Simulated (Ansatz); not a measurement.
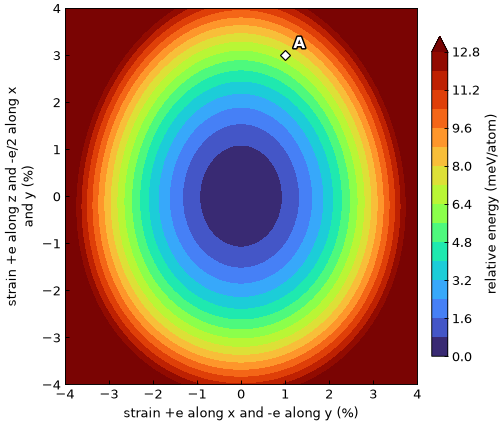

SrCl₂ (Fm-3m, No. 225; 3 atoms in the cell). 
- The energy is mapped over two homogeneous strains (x, y and z along the cube axes).
- Coordinates scanned: (1) strain +e along x and -e along y; (2) strain +e along z and -e/2 along x and y.
- Nothing is relaxed (symmetry fixes all fractional coordinates).
- Grid: 9 × 9 points; 39 points were computed and 42 follow by symmetry.
- Points are written as (first, second).
- Energies: meV/atom, counted from the lowest grid point.
- All numbers below come from DFT PBE, scalar-relativistic, plane waves, PAW (Ansatz 0.2.0). Settings: cutoff 420 eV, k-mesh 6×6×6, gaussian smearing 0.05 eV, no spin polarisation.

The picture shows filled contours, one colour for all values above the top of the scale, the point A. Between grid points the surface is interpolated.

### Is A at rest? If not, where is it pushed?

A, at (1 %, 3 %), is not a stationary point. The computed force is 2 meV/atom for each 1 % towards smaller values of the first coordinate and 4 meV/atom for each 1 % towards smaller values of the second coordinate.
